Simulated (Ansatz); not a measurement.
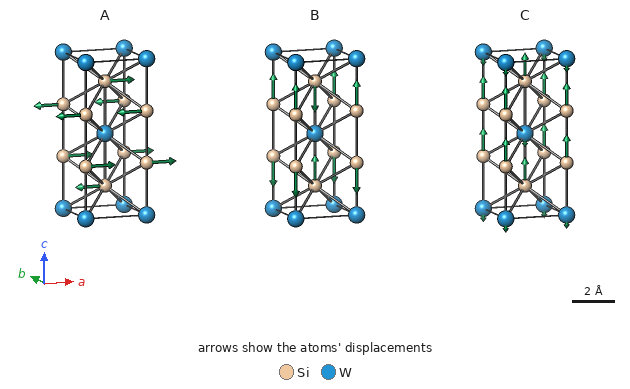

Modes of crystalline Si₂W relaxed at 8 GPa, space group I4/mmm (No. 139), at the zone centre (one member of each degenerate set). The green arrows are the displacements of the atoms (eigenvector over the root of the mass), of arbitrary overall length and sign. A ball-and-stick model of the conventional cell (2 times the calculation's cell), seen slightly off an axis. Lengths and directions refer to the drawn axes.

Level of theory: Ansatz, DFT LDA, scalar-relativistic, plane waves, PAW.

The frequencies depend somewhat on the k-mesh and the smearing.

> Give the symmetry species and the selection rules of each.

A is E_g, Raman-active by symmetry (362 cm⁻¹). B is A₁g, Raman-active by symmetry (467 cm⁻¹). C is A₂u, infrared-active by symmetry (327 cm⁻¹). The crystal has a centre of inversion, so no mode is both. In a metal the free carriers screen the infrared response.
